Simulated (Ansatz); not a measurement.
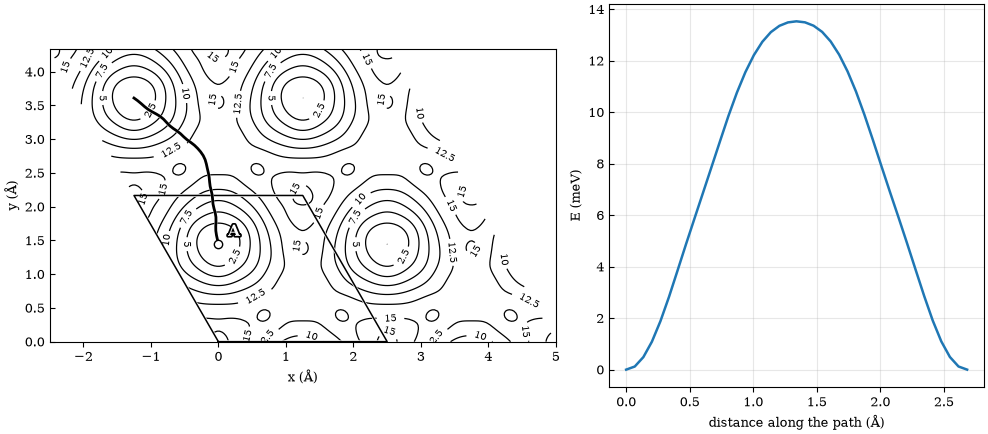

H on a C(001) slab cut from the P6_3/mmc phase, its upper half relaxed before the scan (32 atoms of substrate and one adsorbate in a 2 × 2 cell). H is moved over the surface cell at a fixed height above a rigid substrate; the origin of the map has the adsorbate above C25; the height is held at 2.50 Å. Places are given modulo a cell vector. The map is drawn in real space over the plane of the surface. Grid: 6 × 6 points; 10 points were computed and 26 follow by symmetry. Places are given in fractions of the 1 × 1 surface cell. Energies: meV, counted from the lowest grid point. At a fixed height the lowest place need not be the adsorption site. Computed with Ansatz, DFT PBE+D3(BJ), scalar-relativistic, plane waves, PAW. Settings: cutoff 420 eV, k-mesh 6×6×1, gaussian smearing 0.05 eV, spin-polarised.

The picture shows contour lines labelled in meV, a line along the lowest path, the outline of one cell of the 2 × 2 shown, the energy along the path at the right, the start A. Between grid points the surface is interpolated.

Question: Describe the path and its barrier.

Answer: The easiest path leads from the well at a sixfold hollow, (2/6, 4/6) of the cell vectors to its copy one period on. Its highest point lies about 14 meV above the bottom of the first well on the interpolated surface, at about (0.55, 0.27) of the cell vectors. This is the barrier on the constrained surface; relaxing the other coordinates would change it.

PAW datasets: the set soft_1.
